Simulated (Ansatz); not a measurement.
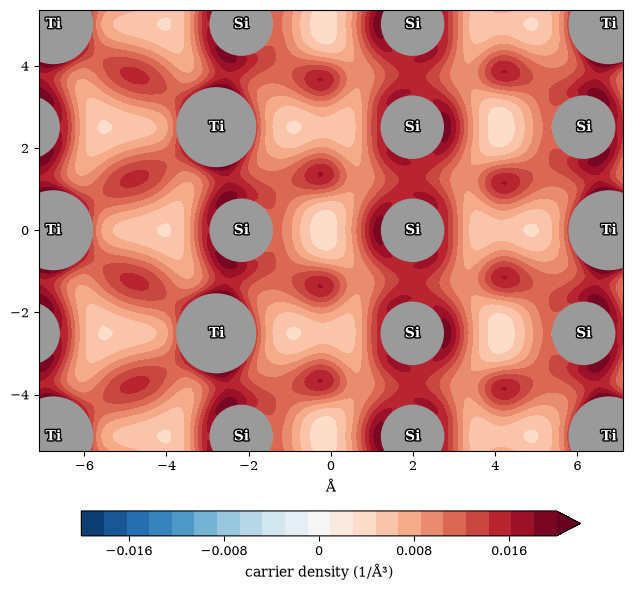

TiSi2. Where the hole sits when 0.1 electron is taken from the 6-atom cell of the calculation (uniform compensating background, atoms fixed); the change of density for each carrier, counted positive where the carrier is: a map on the (101) plane of the conventional cell, with grey discs over the atomic cores. Cores are masked to 1.0 Å (Ti) and 0.8 Å (Si).

Space group Cmcm. The cell comes from a database of computed structures, not from a measurement.

All numbers below come from DFT PBE, scalar-relativistic, plane waves, PAW (Ansatz).

In a PAW calculation such maps are meaningful between the atoms, not at the nuclei.

Question: Describe the change of density.

Answer: The hole is spread through the whole cell, and no element is preferred much beyond its share of the volume, though the map shows lobes and thin regions outside the cores.
- Over the whole cell, outside the cores, it is densest 0.9 Å from a silicon nucleus.
- The counter-flow of charge adds up to under 0.1 e for each carrier.
- These are shares of the net change, screening included; the states that take the carrier can be more concentrated.
